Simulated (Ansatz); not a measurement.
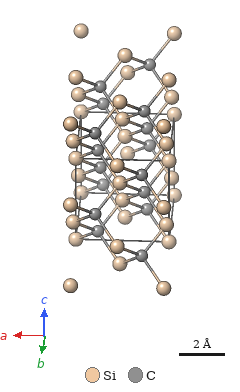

Starting structure of crystalline SiC (built on the zincblende type). A ball-and-stick model of the conventional cell (4 times the calculation's cell), repeated 1 × 2 × 2 with one cell outlined, seen from a free direction. Lengths and directions refer to the drawn axes.

These are results of DFT, PBE, plane waves, PAW in Ansatz 0.2.0, not measurements.

The input:
```yaml
crystal:
  lattice:
    - [0.0, 2.0917400253, 2.0917400253]
    - [2.0917400253, 0.0, 2.0917400253]
    - [2.0917400253, 2.0917400253, 0.0]
  atoms:
    - { symbol: Si, position: [0.0, 0.0, 0.0] }
    - { symbol: C, position: [0.25, 0.25, 0.25] }
kpoints:
  mp_grid: { grid: [10, 10, 10] }
hamiltonian:
  xc: pbe
scf:
  occupations: { method: fermi_dirac, width: 0.02 }
relax:
  f_tol: 0.005
  cell: {}
output:
  write_density: true
  write_potential: true
  elf: true
  volumetric_format: npy
```

Command:
```bash
ansatz run input.yaml --threads 4 --pin off --max-ram 7372MiB --backend cpu --events-out ev --progress --plain --runs-dir out
```

> Where does the relaxation end?

The atoms keep their places relative to the cell (all moves are under 0.005 Å). Cell: a = b = c 4.183 → 4.380 Å (+4.7 %). Volume +14.7 %. Among the contacts that change: Si1–C2 1.811 → 1.896 Å. The space group stays F-43m (No. 216). The energy falls by 0.288 eV per cell of the calculation in 4 accepted moves (6 points after the start). All forces vanish by symmetry, so only the cell relaxes. The pressure goes from 38.17 to 0.03 GPa. At 2 points the geometry stayed and the basis and grid were re-selected for the new cell (energy shift of 9.3 meV per cell of the calculation at most each time).

History of the run:

```json
{"step": "0", "E − E(0), meV/atom": "0.00", "pressure, GPa": "38.17", "volume, Å³/atom": "9.152", "note": ""}
{"step": "1", "E − E(0), meV/atom": "-103.61", "pressure, GPa": "17.57", "volume, Å³/atom": "9.765", "note": ""}
{"step": "2", "E − E(0), meV/atom": "-138.40", "pressure, GPa": "2.50", "volume, Å³/atom": "10.356", "note": ""}
{"step": "3", "E − E(0), meV/atom": "-139.10", "pressure, GPa": "-0.03", "volume, Å³/atom": "10.473", "note": ""}
{"step": "4", "E − E(0), meV/atom": "-143.75", "pressure, GPa": "0.59", "volume, Å³/atom": "10.473", "note": "same geometry, new basis"}
{"step": "5", "E − E(0), meV/atom": "-143.76", "pressure, GPa": "0.03", "volume, Å³/atom": "10.500", "note": ""}
{"step": "6", "E − E(0), meV/atom": "-143.81", "pressure, GPa": "0.03", "volume, Å³/atom": "10.500", "note": "same geometry, new basis"}
```

The structure at the end:

```
CELL_PARAMETERS angstrom
0.00000 2.18978 2.18978
2.18978 0.00000 2.18978
2.18978 2.18978 0.00000
ATOMIC_POSITIONS crystal
Si 0.00000 0.00000 0.00000
C 0.25000 0.25000 0.25000
```

The end point in the same view:

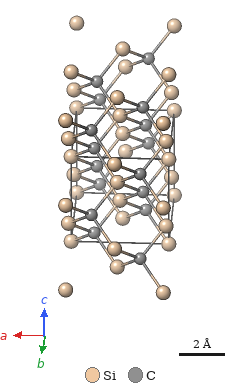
